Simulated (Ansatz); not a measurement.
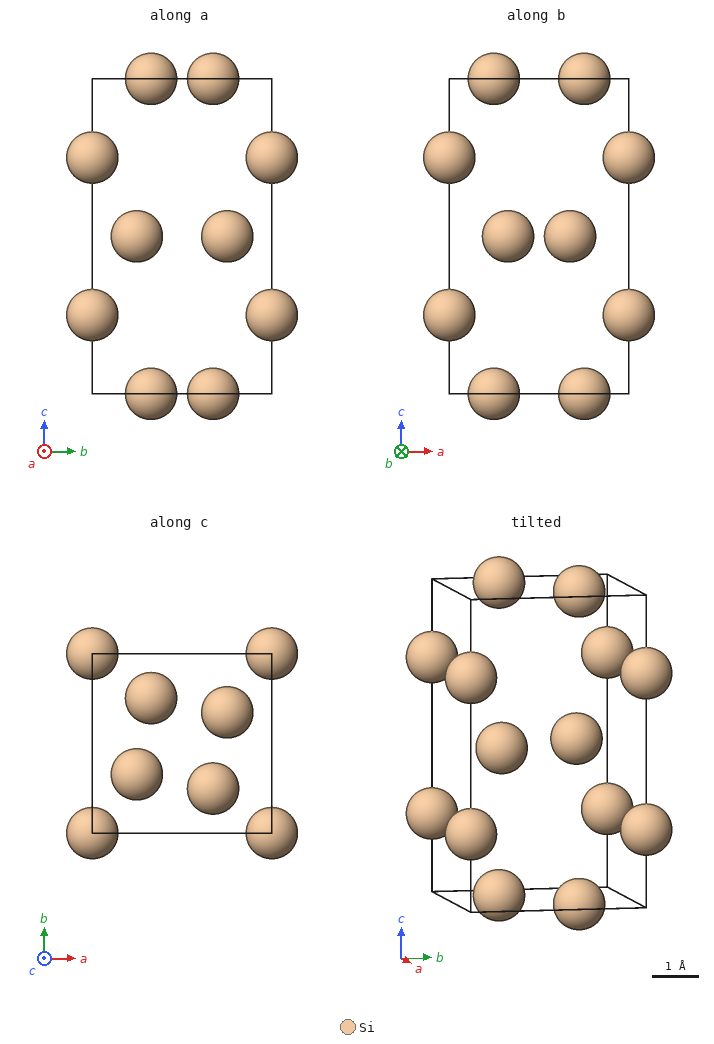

The image is a spheres-only drawing of a crystal, viewed along the a axis, along the b axis, along the c axis and slightly off an axis. The conventional unit cell is outlined; an atom on or near a face, edge or corner is repeated at each equivalent position.

Lattice parameters: a = 3.9551 Å, b = 3.9551 Å, c = 6.9390 Å, α = 90.000°, β = 90.000°, γ = 90.000°.

Question: Express the structure as a CIF in P1 with every atom of the cell, with free fractional coordinates to two decimals.

Answer:
```cif
data_structure
_symmetry_space_group_name_H-M 'P 1'
_symmetry_Int_Tables_number 1
_cell_length_a 3.9551
_cell_length_b 3.9551
_cell_length_c 6.9390
_cell_angle_alpha 90.000
_cell_angle_beta 90.000
_cell_angle_gamma 90.000
_cell_volume 108.54
loop_
_atom_site_label
_atom_site_type_symbol
_atom_site_fract_x
_atom_site_fract_y
_atom_site_fract_z
_atom_site_occupancy
Si1 Si 0.00 0.00 0.25 1
Si2 Si 0.00 0.00 0.75 1
Si3 Si 0.67 0.25 0.50 1
Si4 Si 0.33 0.75 0.50 1
Si5 Si 0.75 0.67 0.00 1
Si6 Si 0.25 0.33 0.00 1
```

The starting point was a structure type filled with this element by a generator (whether the element takes this form wasn't checked). Atoms and cell were optimised with DFT PBE, scalar-relativistic, plane waves, PAW in Ansatz 0.2.0.
